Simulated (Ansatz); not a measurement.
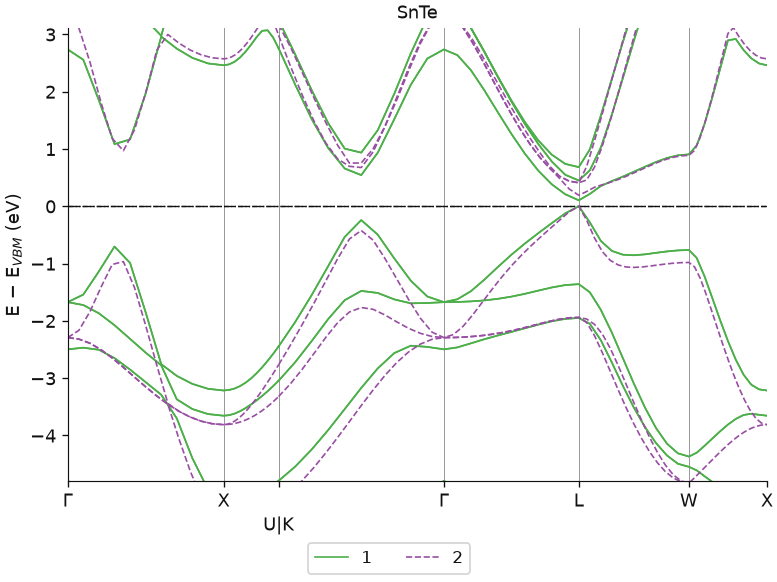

Band structures of SnTe, space group Fm-3m, 2 atoms in the cell, by two methods on the same cell. Each is counted from its own valence-band top.

Q: Which curve is which? The methods: r2SCAN, PBE+SOC.

A: 1 is PBE+SOC; 2 is r2SCAN. PBE+SOC gives a gap of 0.10 eV along the path and r2SCAN gives a gap of 0.19 eV along the path. Spin-orbit coupling splits levels that are degenerate without it.

Settings. PBE+SOC: DFT PBE, spin-orbit coupling, plane waves, PAW, 10×10×10 k mesh, 420 eV cutoff, Gaussian smearing of 0.01 eV (Ansatz 0.2.0). r2SCAN: DFT r2SCAN, scalar-relativistic, plane waves, PAW, no spin polarisation, 10×10×10 k mesh, 500 eV cutoff, Gaussian smearing of 0.01 eV (Ansatz).
